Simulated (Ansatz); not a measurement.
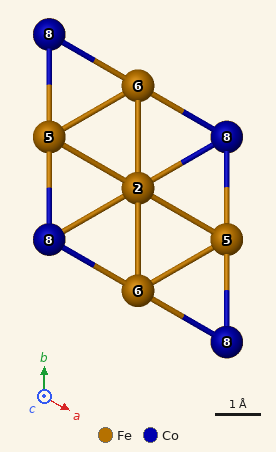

Starting structure of crystalline Fe$_{7}$Co (set up in Im-3m). The picture is a ball-and-stick view of the cell of the calculation, seen along the c axis.

Method: DFT PBEsol, scalar-relativistic, plane waves, PAW (Ansatz).

The input:
```yaml
crystal:
  lattice:
    - [-2.843091375, 2.843091375, 2.843091375]
    - [2.843091375, -2.843091375, 2.843091375]
    - [2.843091375, 2.843091375, -2.843091375]
  atoms:
    - { symbol: Fe, position: [0.0, 0.5, 0.5], spin: 2.64 }
    - { symbol: Fe, position: [0.5, 0.5, 0.0], spin: 2.64 }
    - { symbol: Fe, position: [0.5, 0.0, 0.5], spin: 2.64 }
    - { symbol: Fe, position: [0.0, 0.0, 0.5], spin: 2.78 }
    - { symbol: Fe, position: [0.0, 0.5, 0.0], spin: 2.78 }
    - { symbol: Fe, position: [0.5, 0.0, 0.0], spin: 2.78 }
    - { symbol: Fe, position: [0.5, 0.5, 0.5], spin: 2.78 }
    - { symbol: Co, position: [0.0, 0.0, 0.0], spin: 2.0 }
basis:
  ecutwfc: 420
kpoints:
  mp_grid: { grid: [10, 10, 10] }
hamiltonian:
  xc: pbesol
scf:
  occupations: { method: gaussian, width: 0.1 }
output:
  forces: true
  stress: true
  eigenvalues: true
  populations: true
magnetization:
  spin_polarized: true
relax:
  adjacent_minimum: "off"
  f_tol: 0.005
  max_steps: 80
  cell: { stress_tol: 0.05 }
```

Run as
```bash
ansatz run input.yaml --threads 2 --pin off --max-ram 5120MiB --backend cpu --events-out ev --progress --plain --runs-dir out
```

### Where does the relaxation end?

The energy falls by 17.9 meV per atom in 4 accepted moves (6 points after the start). All forces vanish by symmetry, so only the cell relaxes. The pressure goes from −9.37 to 0.00 GPa. At 2 points the geometry stayed and the basis and grid were re-selected for the new cell (energy shift of 0.3 meV per atom at most each time). No atom moves by more than 0.005 Å relative to the cell. The drawn cell changes as follows: a = b = c 4.924 → 4.841 Å (−1.7 %); the volume changes by −5.0 %. Near-neighbour distances that change, for instance: Fe4–Co8 2.462 → 2.420 Å, Fe1–Fe4 2.462 → 2.420 Å. The space group stays Im-3m (No. 229). The run took 6.1 min on 2 threads of Intel(R) Xeon(R) Platinum 8259CL CPU @ 2.50GHz (Skylake/Cascade Lake), on a shared host, peak memory 0.98 GiB.

After the run, drawn alike:

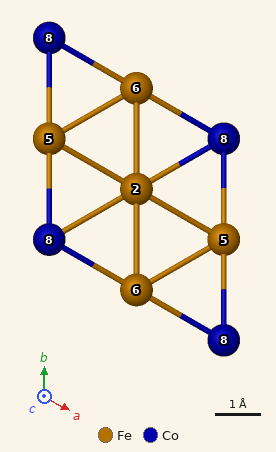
